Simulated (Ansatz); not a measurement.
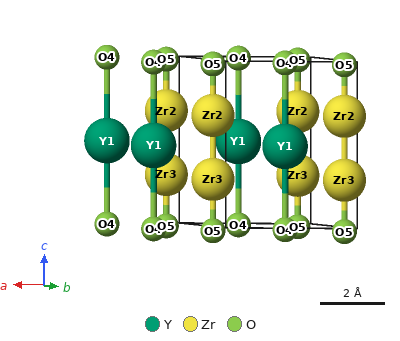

This is the input geometry for a relaxation of solid YZr$_{2}$O$_{2}$ (a generated structure, set up in P-6m2) (coarse preliminary run). The picture is a ball-and-stick view of the cell of the calculation, repeated 2 × 2 × 1 with one cell outlined, seen from a free direction.

Level of theory: Ansatz, DFT PBE, scalar-relativistic, plane waves, PAW.

Input
```yaml
crystal:
  lattice:
    - [4.18269832, 0.0, 0.0]
    - [-2.09134916, 3.622323, 0.0]
    - [0.0, 0.0, 5.234143]
  atoms:
    - { symbol: "Y", position: [0.66666667, 0.33333333, 0.5] }
    - { symbol: Zr, position: [0.33333333, 0.66666667, 0.69175121] }
    - { symbol: Zr, position: [0.33333333, 0.66666667, 0.30824879] }
    - { symbol: O, position: [0.66666667, 0.33333333, 0.0] }
    - { symbol: O, position: [0.33333333, 0.66666667, 0.0] }
basis:
  ecutwfc: 420
kpoints:
  mp_grid: { grid: [6, 6, 4] }
hamiltonian:
  xc: pbe
scf:
  occupations: { method: gaussian, width: 0.1 }
  lower_state_search: "off"
output:
  forces: true
  stress: true
  eigenvalues: true
relax:
  adjacent_minimum: "off"
  f_tol: 0.04
  max_steps: 70
  cell: { stress_tol: 0.4 }
```

Run as
```bash
ansatz run input.yaml --threads 1 --pin off --max-ram 2560MiB --backend cpu --events-out ev --progress --plain --runs-dir out
```

> Where does the relaxation end?

After 13 accepted moves (16 points after the start) the energy has fallen by 1920 meV per atom. The largest force component goes from 4.5 to 0.004 eV/Å. The pressure goes from 79.34 to 0.11 GPa. At 3 points the geometry stayed and the basis and grid were re-selected for the new cell (energy shift of 171 meV per atom at most each time). The largest moves relative to the cell, 0.035 Å, are those of Zr2 and Zr3. Zr2 goes along +c. Y and O stay in place. The drawn cell changes as follows: a = b 4.183 → 5.420 Å (+29.6 %), c 5.234 → 6.077 Å (+16.1 %); the volume changes by +94.9 %. Among the contacts that change: Y1–Zr2 2.615 → 3.351 Å, Zr2–Zr3 3.227 → 3.676 Å, Y1–O4 2.617 → 3.038 Å, Zr2–Zr3 (another image) 2.007 → 2.400 Å. The space group stays P-6m2 (No. 187).

The structure at the end:

```
CELL_PARAMETERS angstrom
5.41957 0.00000 0.00000
-2.70978 4.69348 0.00000
0.00000 0.00000 6.07662
ATOMIC_POSITIONS crystal
Y 0.66667 0.33333 0.50000
Zr 0.33333 0.66667 0.69751
Zr 0.33333 0.66667 0.30249
O 0.66667 0.33333 0.00000
O 0.33333 0.66667 0.00000
```

After the run, drawn alike:

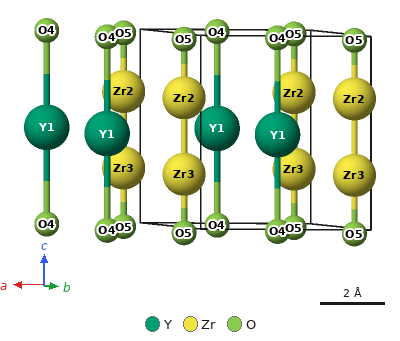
